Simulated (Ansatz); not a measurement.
# FeGe2: what the fields show

Input file:

```
crystal:
  lattice:
    - [-2.9595565636, 2.9595565636, 2.45140301]
    - [2.9595565636, -2.9595565636, 2.45140301]
    - [2.9595565636, 2.9595565636, -2.45140301]
  atoms:
    - { symbol: Fe, position: [0.75, 0.75, 0.0], spin: 1.42 }
    - { symbol: Fe, position: [0.25, 0.25, 0.0], spin: 1.42 }
    - { symbol: Ge, position: [0.15489261, 0.65489261, 0.80978522] }
    - { symbol: Ge, position: [0.34510739, 0.15489261, 0.5] }
    - { symbol: Ge, position: [0.65489261, 0.84510739, 0.5] }
    - { symbol: Ge, position: [0.84510739, 0.34510739, 0.19021478] }
basis:
  ecutwfc: 420
kpoints:
  mp_grid: { grid: [10, 10, 10] }
hamiltonian:
  xc: pbesol
scf:
  occupations: { method: gaussian, width: 0.1 }
output:
  forces: true
  stress: true
  eigenvalues: true
  populations: true
  write_density: true
  write_potential: true
  elf: true
  volumetric_format: npy
magnetization:
  spin_polarized: true
relax:
  adjacent_minimum: "off"
  f_tol: 0.005
  max_steps: 80
  cell: { stress_tol: 0.05 }
```

Launched as:

```sh
ansatz run input.yaml --threads 2 --pin off --max-ram 5120MiB --backend cpu --events-out ev --progress --plain --runs-dir out
```

Below, planes, directions and counts refer to the conventional cell (a = 5.81 Å, b = 5.81 Å, c = 4.88 Å, α = 90.00°, β = 90.00°, γ = 90.00°).

The fields are those of the run's last geometry, not of the input's.

Space group I4/mcm; a structure from a database of computed crystals, not necessarily the ambient phase; spin-polarised.

Computed with Ansatz 0.2.0, DFT PBEsol, scalar-relativistic, plane waves, PAW.

The density is the valence pseudo-density of a PAW calculation; it isn't the true density close to the nuclei.

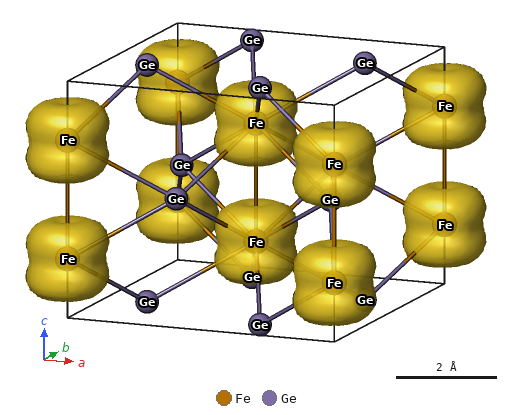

Figure 1. Isosurfaces of the spin density at +0.06 (yellow) and −0.06 e/Å³ (cyan), seen slightly off an axis. Sticks mark near contacts.

Where is the spin, and how is it ordered?

The spin density sits on Fe: +1.2 μB (×4) in one cell of 12 atoms: parallel moments (a ferromagnetic arrangement) in this solution. The cell of the calculation (6 atoms) carries 2.1 μB of net spin moment. Only one sign reaches the isovalue.

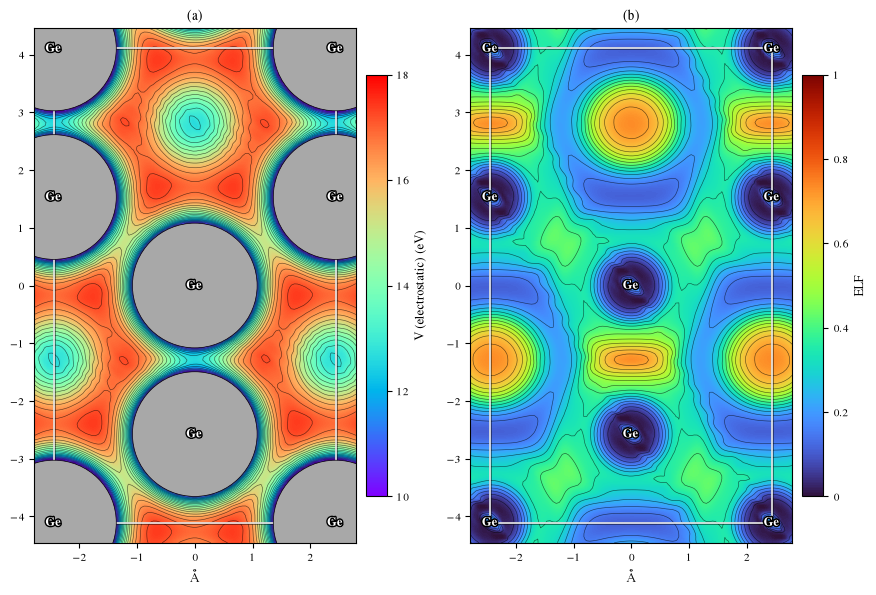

Figure 2. (a) electrostatic potential (local pseudopotential plus Hartree) felt by an electron; (b) electron localisation function on the (11̄0) plane of the conventional cell. Grey discs cover the atomic cores in the potential map.

Read the bonding off the picture.

- The section cuts through Ge sites.
- Ge–Ge (2.57 Å): the ELF peaks at about 0.75 between the atoms.
- Outside the cores the potential energy rises away from the atoms and is highest about 1.8 Å from the nearest atoms; its zero is arbitrary.

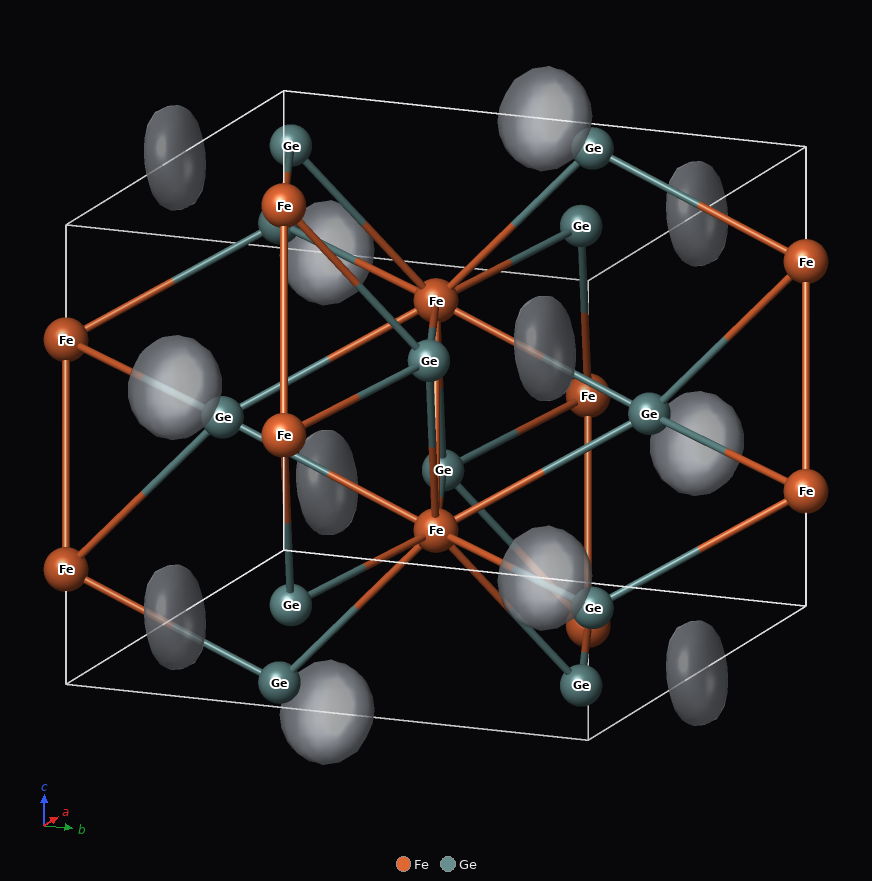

Figure 3. Isosurface of the electron localisation function at 0.6 (grey), seen at an oblique angle. Core shells and regions of very low density are left out. Sticks mark near contacts.

Describe the localisation domains.

At this value the surface marks out four regions between bonded Ge–Ge atoms, counted in one cell of 12 atoms. Any copies at cell faces, edges or corners count once. Profiles from the grid: Fe–Fe (2.44 Å): the ELF is about 0.30 at the midpoint. Fe–Ge (2.51 Å): the ELF is about 0.45 at the midpoint.

Metal or insulator at this level of theory?

It is gapless in this calculation (a metal or semimetal).
